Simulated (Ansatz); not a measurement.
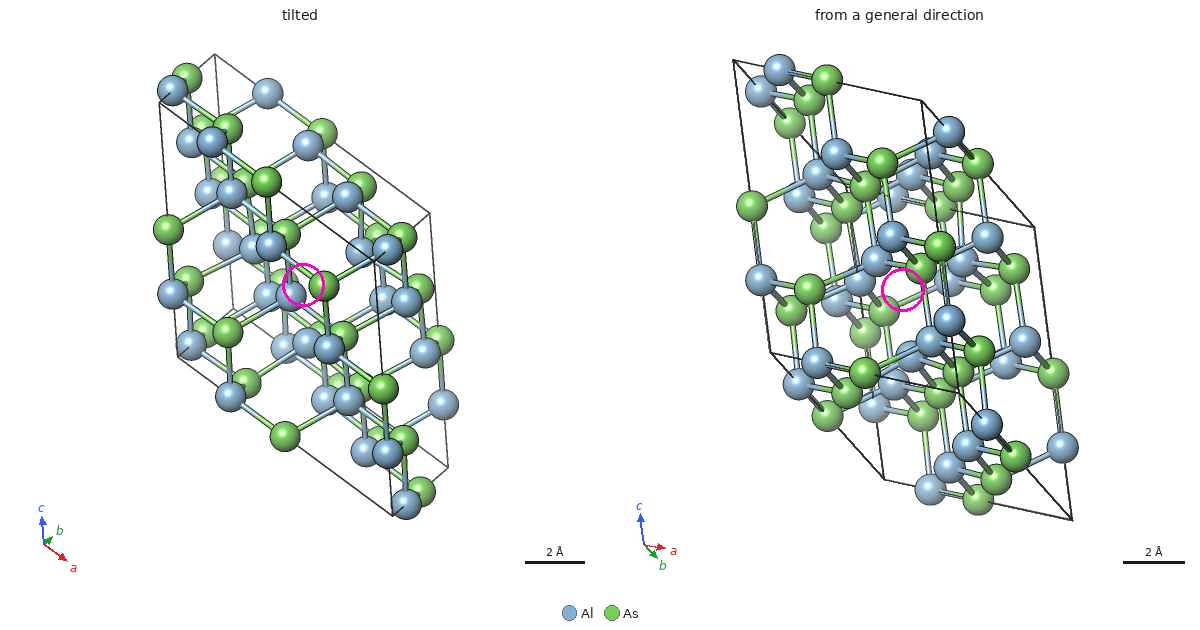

Ball-and-stick drawing of the structure, looking slightly off an axis and from a general direction. The edges of the supercell are marked. The host is AlAs, in a cell of 32 sites, and the cell is neutral. A ring marks the defect's site.

How does this supercell depart from the perfect host?

An arsenic vacancy. Around the empty site lie four Al at about 2.3 Å.

Electronic-structure method: DFT PBE, scalar-relativistic, plane waves, PAW in Ansatz 0.2.0. Parameters: wavefunction cutoff 420 eV, k-point mesh 2×2×2, Gaussian smearing of 0.01 eV, collinear spins.

Does the defective cell carry a moment?

Yes, 0.5 μB in the cell.

The atoms were relaxed in the host's cell with DFT PBE, scalar-relativistic, plane waves, PAW in Ansatz 0.2.0.
